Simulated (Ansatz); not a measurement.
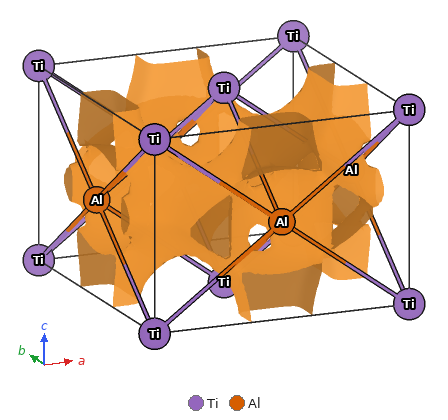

*TiAl. Isosurface of the electron localisation function at 0.55 (orange), seen slightly off an axis. Core shells and regions of very low density are left out. Sticks mark near contacts.*

Space group Cmmm; a structure from a database of computed crystals, not necessarily the ambient phase; changed on purpose from its base cell (strain -0.0600 x Voigt [0, 0, 0, 0, 0, 1], atoms carried along); computed without spin polarisation.

These are results of DFT PBEsol, scalar-relativistic, plane waves, PAW (Ansatz), not measurements.

Core electrons are frozen (PAW), and the valence fields are smoothed inside the atomic spheres.

```
Ti Al
1.0
     3.08369    3.08369    0.00000
    -3.27444    3.27444    0.00000
     0.00000    0.00000    3.17906
Ti Al
2 2
Direct
  0.00000 0.00000 0.00000
  0.50000 0.50000 0.00000
  0.00000 0.50000 0.50000
  0.50000 0.00000 0.50000
```

Identify the bonds, lone pairs and shells in this picture.

The surface consists of one network that runs through the whole crystal, counted in one cell of 4 atoms. Regions shared between cells count once. Profiles from the grid: Ti–Al (2.70 Å): the ELF is about 0.30 at the midpoint; no localised pair shows between them. Ti–Al (2.81 Å): the ELF is about 0.25 at the midpoint: no localised pair shows between them.
